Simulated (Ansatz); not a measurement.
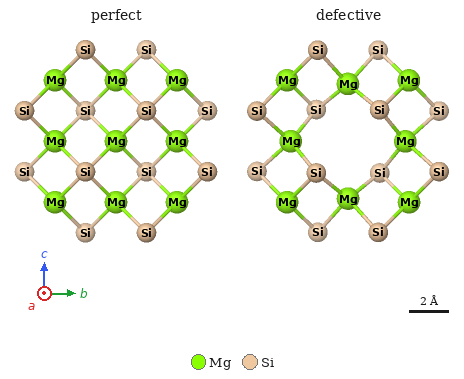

Left: perfect Mg₂Si. Right: the same region with one point defect, after relaxing the atoms in a supercell of 96 sites. Style: ball-and-stick. Shown: the atoms within 6.0 Å of one point, in a slice 4.2 Å thick across the line of sight, along the a axis.

Computed with DFT, PBEsol, PAW, plane waves in Ansatz 0.2.0. Set-up: plane-wave cutoff 420 eV; k-point mesh 1 × 1 × 1; mesh shifted by (0.25, 0.25, 0.25); collinear spin. Fermi-Dirac smearing of 0.01 eV. A uniform background neutralises the charged cell. The axes drawn are those of the host's conventional cell.

**Which defect is it?**

A magnesium atom is taken out (a vacancy).

The charge state of the cell is −1.

**How does the lattice respond?**

Around the empty Mg site the host had 4 Si at 2.74 Å, 6 Mg at 3.16 Å; after relaxation the nearest atoms are 4 Si at 2.83 to 2.85 Å, 6 Mg at 2.97 Å. Of the host's atoms, a magnesium atom moves furthest from its site, by 0.19 Å. The cell's net moment is 0.40 μB.

Limits of the set-up: the cell is charged, on a uniform background, and energies carry no finite-size correction.
